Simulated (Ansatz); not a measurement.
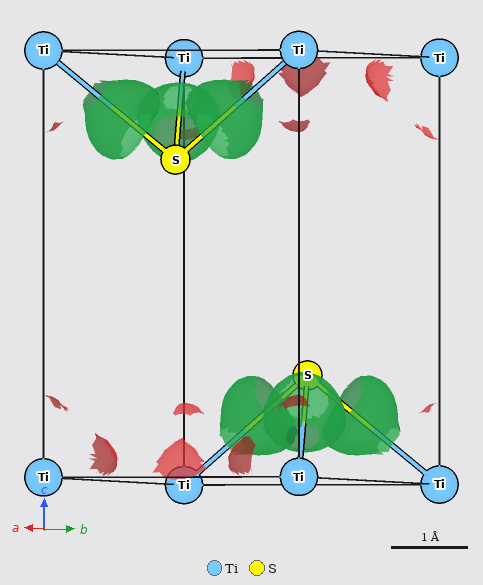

The picture shows: TiS2. Density of the crystal less the sum of free-atom densities: green surfaces at +0.06 and red ones at −0.06 e/Å³, in the conventional cell seen at an oblique angle (the regions close to the nuclei are left out). Cores are masked to 1.0 Å (Ti) and 0.7 Å (S).

Space group P-3m1.

Computed with DFT PBE, scalar-relativistic, plane waves, PAW (Ansatz 0.2.0).

In a PAW calculation such maps are meaningful between the atoms, not at the nuclei.

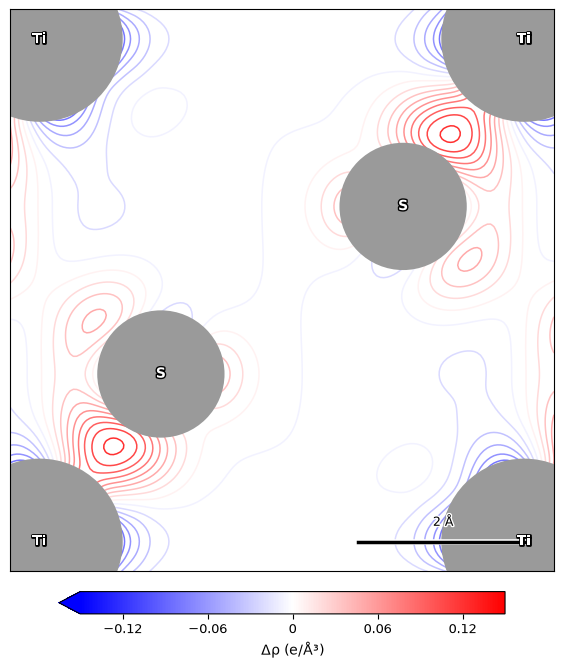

The same field as a map on the (110) plane of the conventional cell, with grey discs over the atomic cores.

What does the deformation density say about the bonding?

S–Ti (2.43 Å): Δρ is +0.11 e/Å³ at the midpoint, with a peak of 0.12 e/Å³ 1.0 Å from S: bond charge of a polar bond.
Ti–Ti (3.41 Å): Δρ is about zero at the midpoint (this contact isn't in the plane drawn).
Over the whole cell, outside the masked cores, the largest gain, 0.12 e/Å³, lies 1.0 Å from a sulfur nucleus and 1.5 Å from a titanium one, and the largest loss lies at the edge of the masked core of Ti.
The rearranged charge, half the integral of |Δρ|, is about 0.22 e an atom.
Bader charges: Ti +1.75 and S −0.87 e.

The run took 27 s on 1 thread of Arm Neoverse V1 (shared host), peak memory 0.37 GiB.
